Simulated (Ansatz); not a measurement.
# Pt: a changed input and its effect

System: Pt (1 atom in the cell).
Method of the first run: DFT, PBEsol, all-electron LAPW, scalar-relativistic, no spin polarisation (Ansatz 0.2.0).

The structure derives from an entry of the Crystallography Open Database. Text and figures count atoms from 1; the logs count them from 0 in places.

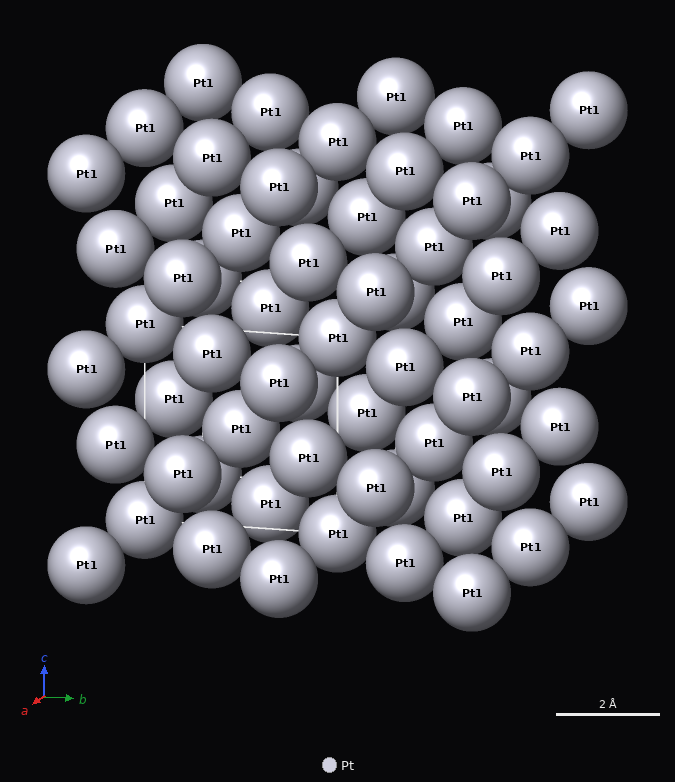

Figure 1. The structure as given in the input (spheres-only view of the cell 4 times as large as that of the calculation, set on its symmetry axes, repeated 2 × 2 × 2, seen slightly off an axis; atoms are numbered from 1 in the order of the input). An atom can appear more than once, as a periodic image.

Input file, the first run:
```yaml
crystal:
  lattice:
    - [0.0, 1.9579, 1.9579]
    - [1.9579, 0.0, 1.9579]
    - [1.9579, 1.9579, 0.0]
  atoms:
    - { symbol: Pt, position: [0.0, 0.0, 0.0] }
kpoints:
  mp_grid: { grid: [18, 18, 18] }
  band_path:
    path:
      - [0.0, 0.0, 0.0]
      - [0.5, 0.0, 0.5]
      - [0.625, 0.25, 0.625]
      - [0.375, 0.375, 0.75]
      - [0.0, 0.0, 0.0]
      - [0.5, 0.5, 0.5]
      - [0.5, 0.25, 0.75]
      - [0.5, 0.0, 0.5]
    npoints: 5
scf:
  occupations: { method: fermi_dirac, width: 0.03 }
hamiltonian:
  xc: pbesol
  pseudopotentials: { kind: all_electron, lapw: { basis_error: 0.00025 } }
output:
  forces: true
  stress: true
  eigenvalues: true
```

Launched with:
```bash
ansatz run input.yaml --threads 1 --pin off --max-ram 2048MiB --backend cpu --events-out ev --progress --plain --runs-dir out
```

Hardware: 1 thread of Arm Neoverse V1, 24 GiB of memory available, shared host.

Output, shortened to warnings, some set-up lines, iterations and results (the first run):
```
Basis set: ecut = 312.2409597659708 eV, 169 PW (Γ), exchange–correlation at level 2
Symmetry: 48 space group operations
k-points: 195 of 5832
Initial density: superposition of atomic densities (chi_scale 0.1, normalization cell)
[...]
SCF iter   1: F=—  HF=-500818.544017 eV  |F-HF|=—  |Δ(HF+E_count)|=         —  Δρ=3.27e-2  dr2=8.17e-2  ethr=1.94e-4  ⟨swp⟩=3.0  Hψ=32142  notcnv=0
SCF iter   2: F=—  HF=-500818.173753 eV  |F-HF|=—  |Δ(HF+E_count)|=   3.70e-1  Δρ=7.98e-3  dr2=7.15e-3  ethr=1.70e-5  ⟨swp⟩=2.0  Hψ=26219  notcnv=0
SCF iter   3: F=—  HF=-500818.151587 eV  |F-HF|=—  |Δ(HF+E_count)|=         —  Δρ=7.87e-3  dr2=7.09e-3  ethr=1.70e-5  ⟨swp⟩=2.0  Hψ=14825  notcnv=0
SCF iter   4: F=—  HF=-500818.149318 eV  |F-HF|=—  |Δ(HF+E_count)|=   2.27e-3  Δρ=4.75e-3  dr2=3.05e-3  ethr=1.69e-5  ⟨swp⟩=2.0  Hψ=14269  notcnv=0
SCF iter   5: F=—  HF=-500818.148972 eV  |F-HF|=—  |Δ(HF+E_count)|=   3.45e-4  Δρ=2.08e-3  dr2=7.00e-4  ethr=7.26e-6  ⟨swp⟩=2.0  Hψ=14243  notcnv=0
SCF iter   6: F=—  HF=-500818.149034 eV  |F-HF|=—  |Δ(HF+E_count)|=   6.18e-5  Δρ=3.32e-4  dr2=1.63e-5  ethr=1.67e-6  ⟨swp⟩=2.0  Hψ=14683  notcnv=0
SCF iter   7: F=—  HF=-500818.149031 eV  |F-HF|=—  |Δ(HF+E_count)|=   2.96e-6  Δρ=7.25e-5  dr2=5.08e-7  ethr=3.88e-8  ⟨swp⟩=2.0  Hψ=14685  notcnv=0
SCF iter   8: F=-500818.149031 eV  HF=-500818.149031 eV  |F-HF|=7.39e-9  |Δ(HF+E_count)|=   2.70e-8  Δρ=1.23e-5  dr2=1.78e-8  ethr=1.21e-9  ⟨swp⟩=2.0  Hψ=14685  notcnv=0
SCF 1 converged in 8 iterations: F = -500818.149031 eV  dr2 = 1.78e-8
NSCF: frozen V_eff on 36 k-points
SCF converged after 8 iterations
Free energy (F): -500818.149031 eV
Harris-Foulkes:  -500818.149031 eV  (|F-HF|=7.39e-9)
Internal energy: -500818.142656 eV  (E = F + TS)
E sigma→0 (E₀):  -500818.145844 eV
Entropy (-TS):   -0.006375 eV (-6.375 meV/atom)
Fermi energy:    28.889807 eV
--- Per-component energies (eV) ---
  E_band       = -3307.345630
  E_kinetic    = 568678.032645
  E_xc         = -9553.627607
  E_electrostatic = -1059942.547694  (all electrons and nuclei)
  E_smearing   = -0.006375  (= −TS)
  E_closure    = 0.000000  (closes the sum)
  E_atoms      = -500811.181748  (free atoms, spherical and without spin; not in F)
  Σ components = -500818.149031   (vs F -500818.149031, Δ=0.00e0)
  Basis errors (estimates in eV, not in F): energy 5.7e-5 per atom: plane waves 4.7e-5 (2.4e-5 summed), levels above the bands 4.2e-287, relativity 1.0e-8, radial functions 1.0e-5, core shells 1.1e-7; eigenvalues (radial functions only) 4.7e-7; not estimated: angular momenta, meshes, grids; target …
--- Forces (eV/Å), atoms counted from 1 ---
  atom   1  Pt     0.00000000     0.00000000    -0.00000000
  max |Σ_I F_I| component: 7.40e-32 eV/Å
--- Stress (GPa, compression-positive) ---
        0.419832       0.000000      -0.000000
        0.000000       0.419832       0.000000
       -0.000000       0.000000       0.419832
  P = ⅓ Tr σ = 0.4198 GPa (4.198 kbar)
```

The input of the second run differs as follows (lines with − go, lines with + come):
```diff
-  occupations: { method: fermi_dirac, width: 0.03 }
+  occupations: { method: gaussian, width: 0.2 }
+  mixing: { algorithm: broyden, beta: 0.1 }
```

What does this change do to the results?

The total energy of the second run is 1.5 meV per atom lower, which comes with the changed settings and measures no stability. The pressure goes from 0.42 to 0.71 GPa. The SCF takes 12 iterations against 8.

Output, shortened to warnings, some set-up lines, iterations and results (the second run):
```
Basis set: ecut = 312.2409597659708 eV, 169 PW (Γ), exchange–correlation at level 2
Symmetry: 48 space group operations
k-points: 195 of 5832
Initial density: superposition of atomic densities (chi_scale 0.1, normalization cell)
[...]
SCF iter   1: F=—  HF=-500818.559993 eV  |F-HF|=—  |Δ(HF+E_count)|=         —  Δρ=3.27e-2  dr2=8.16e-2  ethr=1.94e-4  ⟨swp⟩=3.0  Hψ=32142  notcnv=0
SCF iter   2: F=—  HF=-500818.410305 eV  |F-HF|=—  |Δ(HF+E_count)|=   1.50e-1  Δρ=2.77e-2  dr2=6.01e-2  ethr=1.94e-4  ⟨swp⟩=2.0  Hψ=14696  notcnv=0  κ⁻¹=1.0e0(r=1)
SCF iter   3: F=—  HF=-500818.178366 eV  |F-HF|=—  |Δ(HF+E_count)|=   2.32e-1  Δρ=9.91e-3  dr2=1.02e-2  ethr=1.43e-4  ⟨swp⟩=2.0  Hψ=14712  notcnv=0  κ⁻¹=1.5e-4(r=2)
SCF iter   4: F=—  HF=-500818.167108 eV  |F-HF|=—  |Δ(HF+E_count)|=         —  Δρ=6.30e-3  dr2=4.98e-3  ethr=2.42e-5  ⟨swp⟩=2.0  Hψ=14702  notcnv=0  κ⁻¹=1.5e-4(r=2)
SCF iter   5: F=—  HF=-500818.166308 eV  |F-HF|=—  |Δ(HF+E_count)|=   7.99e-4  Δρ=5.33e-3  dr2=3.79e-3  ethr=1.19e-5  ⟨swp⟩=2.0  Hψ=14410  notcnv=0  κ⁻¹=6.5e-5(r=3)
SCF iter   6: F=—  HF=-500818.166083 eV  |F-HF|=—  |Δ(HF+E_count)|=   2.25e-4  Δρ=2.48e-3  dr2=9.89e-4  ethr=9.03e-6  ⟨swp⟩=2.0  Hψ=13949  notcnv=0  κ⁻¹=9.3e-8(r=4)
SCF iter   7: F=—  HF=-500818.169308 eV  |F-HF|=—  |Δ(HF+E_count)|=   3.22e-3  Δρ=1.67e-3  dr2=1.01e-4  ethr=2.35e-6  ⟨swp⟩=2.0  Hψ=14699  notcnv=0  κ⁻¹=4.4e-8(r=5)
SCF iter   8: F=—  HF=-500818.166038 eV  |F-HF|=—  |Δ(HF+E_count)|=   3.27e-3  Δρ=5.90e-4  dr2=2.08e-5  ethr=2.41e-7  ⟨swp⟩=3.0  Hψ=15579  notcnv=0  κ⁻¹=2.1e-8(r=6)
SCF iter   9: F=—  HF=-500818.166041 eV  |F-HF|=—  |Δ(HF+E_count)|=   3.27e-6  Δρ=1.52e-4  dr2=1.93e-6  ethr=4.61e-9  ⟨swp⟩=2.0  Hψ=25108  notcnv=0  κ⁻¹=5.5e-10(r=7)
SCF iter  10: F=—  HF=-500818.166059 eV  |F-HF|=—  |Δ(HF+E_count)|=   1.79e-5  Δρ=1.82e-4  dr2=2.32e-6  ethr=4.60e-9  ⟨swp⟩=2.0  Hψ=14700  notcnv=0  κ⁻¹=4.4e-10(r=8)
SCF iter  11: F=—  HF=-500818.166040 eV  |F-HF|=—  |Δ(HF+E_count)|=   1.89e-5  Δρ=2.46e-5  dr2=5.48e-8  ethr=4.60e-9  ⟨swp⟩=2.0  Hψ=14699  notcnv=0  κ⁻¹=2.0e-11(r=8)
SCF iter  12: F=-500818.166040 eV  HF=-500818.166040 eV  |F-HF|=9.18e-8  |Δ(HF+E_count)|=   1.27e-7  Δρ=2.60e-5  dr2=6.19e-8  ethr=1.30e-10  ⟨swp⟩=2.0  Hψ=14707  notcnv=0
SCF 1 converged in 12 iterations: F = -500818.166040 eV  dr2 = 6.19e-8
NSCF: frozen V_eff on 36 k-points
SCF converged after 12 iterations
Stability not checked: this state was not tested for a lower state beside it, because the mixer in use, unlike msr1, does not test its closes by its own steps (another_mixer; see scf.mixing.algorithm and scf.lower_state_search)
Free energy (F): -500818.166040 eV
Harris-Foulkes:  -500818.166040 eV  (|F-HF|=9.18e-8)
Internal energy: -500818.128616 eV  (E = F + TS)
E sigma→0 (E₀):  -500818.147328 eV
Entropy (-TS):   -0.037425 eV (-37.425 meV/atom)
Fermi energy:    28.892063 eV
--- Per-component energies (eV) ---
  E_band       = -3307.223202
  E_kinetic    = 568678.016121
  E_xc         = -9553.628475
  E_electrostatic = -1059942.516261  (all electrons and nuclei)
  E_smearing   = -0.037425  (= −TS)
  E_closure    = 0.000000  (closes the sum)
  E_atoms      = -500811.181748  (free atoms, spherical and without spin; not in F)
  Σ components = -500818.166040   (vs F -500818.166040, Δ=0.00e0)
  Basis errors (estimates in eV, not in F): energy 5.7e-5 per atom: plane waves 4.7e-5 (2.4e-5 summed), levels above the bands 0.0e0, relativity 1.0e-8, radial functions 1.0e-5, core shells 1.1e-7; eigenvalues (radial functions only) 4.7e-7; not estimated: angular momenta, meshes, grids; target …
--- Forces (eV/Å), atoms counted from 1 ---
  atom   1  Pt    -0.00000000     0.00000000    -0.00000000
  max |Σ_I F_I| component: 2.63e-31 eV/Å
--- Stress (GPa, compression-positive) ---
        0.706062      -0.000000       0.000000
       -0.000000       0.706062      -0.000000
        0.000000      -0.000000       0.706062
  P = ⅓ Tr σ = 0.7061 GPa (7.061 kbar)
```

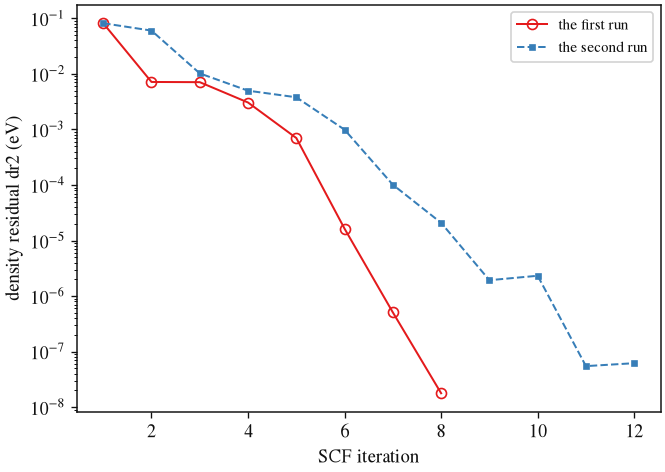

Figure 2. Convergence of the two runs: density residual dr2 against the SCF iteration. The first run takes 8 iterations in all, and the second run takes 12.

The two runs side by side:

```tsv
quantity	the first run	the second run
outcome	converged	converged
free energy per atom (eV)	−500818.1490	−500818.1660
energy per atom, smearing taken to zero (eV)	−500818.1458	−500818.1473
pressure (GPa)	0.42	0.71
largest force (eV/Å)	0.000	0.000
SCF iterations	8	12
irreducible k-points	195	195
plane waves at Γ	169	169
wall time (shared host)	30 s	40 s
```

For both runs: Spin–orbit coupling is left out, which matters for Pt. For the second run: These settings are looser than, or depart from, a standard set-up, so the numbers are not reference values for this system.
